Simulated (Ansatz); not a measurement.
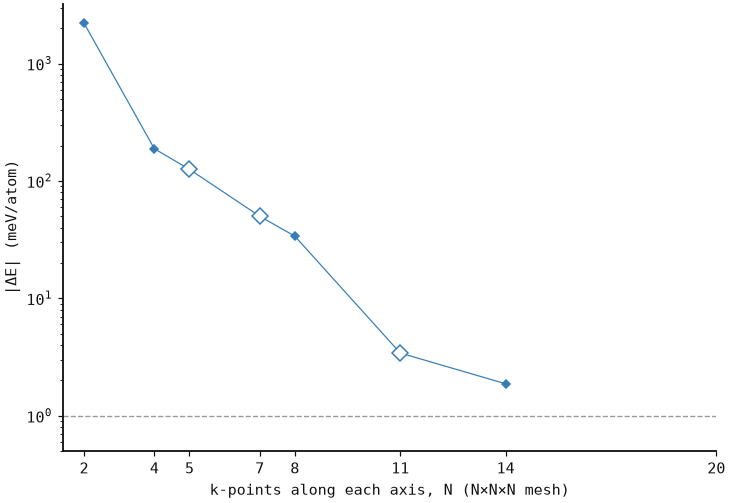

One cell, run at 8 values of the k-point mesh.
The run: Ag (Fm-3m, 1 atom in the cell), by DFT, LDA (PW92), plane waves (420 eV) with PAW, scalar-relativistic in Ansatz 0.2.0; Fermi–Dirac smearing of 0.1 eV.
ΔE is the free energy less its value at the densest setting, 20×20×20.
Dashed lines or grey bands mark the tolerance: 1 meV/atom.
On logarithmic panels, open markers lie below the reference value and filled ones above.

### From which setting is the free energy converged to 1 meV/atom?

The free energy at the last setting but one, 14×14×14, is still more than 1 meV/atom from the densest setting's value, so the scan doesn't show it converged. It is off by 2200 meV/atom at 2×2×2, 50 meV/atom at 7×7×7 and 1.9 meV/atom at 14×14×14 (on both sides of it).
